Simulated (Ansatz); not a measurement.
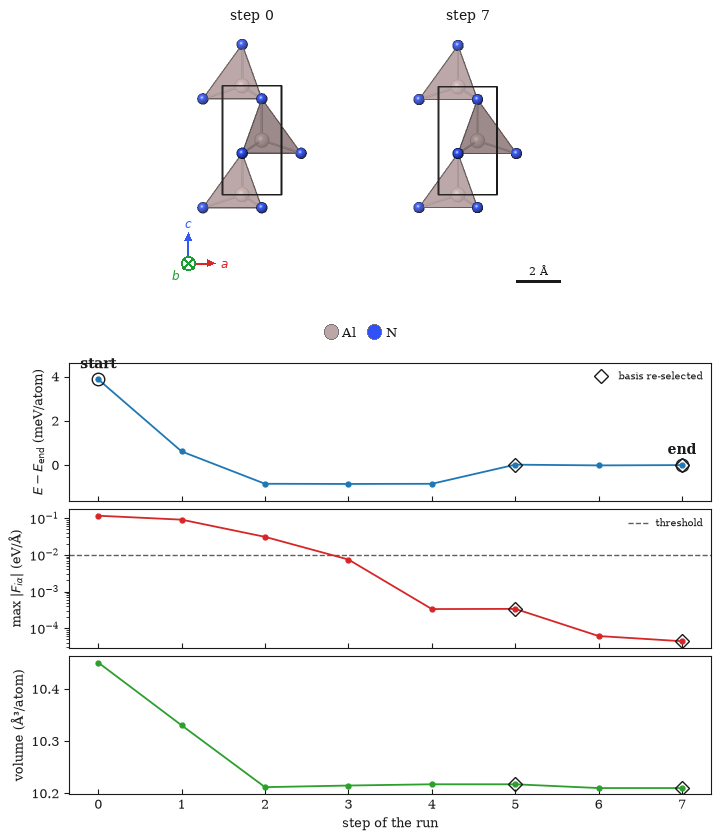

First and last geometry of a relaxation of solid AlN (set up in P6_3mc), with the history of the run. Style: polyhedral. Shown: the cell of the calculation, along the b axis.

The run lets cell and atoms move.

Level of theory: Ansatz, Kohn-Sham DFT of a periodic cell, LDA, Ansatz PAW.

The input:
```yaml
crystal:
  lattice:
    - [3.113, 0.0, 0.0]
    - [-1.5565, 2.695937082, 0.0]
    - [0.0, 0.0, 4.981]
  atoms:
    - { symbol: Al, position: [0.6666666667, 0.3333333333, 0.5] }
    - { symbol: Al, position: [0.3333333333, 0.6666666667, 0.0] }
    - { symbol: "N", position: [0.6666666667, 0.3333333333, 0.88] }
    - { symbol: "N", position: [0.3333333333, 0.6666666667, 0.38] }
hamiltonian:
  xc: lda
  pseudopotentials: { kind: paw }
kpoints:
  mp_grid: { grid: [7, 7, 5] }
scf:
  occupations: { method: fermi_dirac, width: 0.05 }
output:
  forces: true
  stress: true
  eigenvalues: true
relax:
  f_tol: 0.01
  max_steps: 40
  cell: { stress_tol: 0.05 }
```

Command:
```bash
ansatz run input.yaml --threads 2 --pin off --max-ram 5632MiB --backend cpu --events-out ev --progress --plain --runs-dir out
```

> Read the history and describe the run.

It converged. The largest moves relative to the cell, 0.005 Å, are those of Al and N atoms. Largest moves by element: N 0.005 Å, Al 0.005 Å. The drawn cell changes as follows: a = b 3.113 → 3.089 Å (−0.8 %), c 4.981 → 4.943 Å (−0.8 %); the volume changes by −2.3 %. Near-neighbour distances that change, for instance: Al–N 1.894 → 1.876 Å. The space group stays P6_3mc (No. 186). The energy falls by 3.9 meV per atom in 5 accepted moves (7 points after the start). The largest force component goes from 0.12 to under 0.0001 eV/Å. The pressure goes from −4.65 to 0.00 GPa. The SCF was repeated twice at an unchanged geometry on a basis and grid sized afresh for the cell, which shifted the energy by 0.9 meV per atom at most.

```
step  E − E(0), meV/atom  largest force component, eV/Å  pressure, GPa  volume, Å³/atom                      note
   0                0.00                         0.1169          -4.65           10.451                          
   1               -3.26                         0.0912          -2.30           10.330                          
   2               -4.72                         0.0310           0.13           10.212                          
   3               -4.72                         0.0075           0.04           10.215                          
   4               -4.72                         0.0003           0.00           10.218                          
   5               -3.85                         0.0003          -0.15           10.218  same geometry, new basis
   6               -3.89                         0.0001           0.00           10.210                          
   7               -3.87                         0.0000           0.00           10.210  same geometry, new basis
```
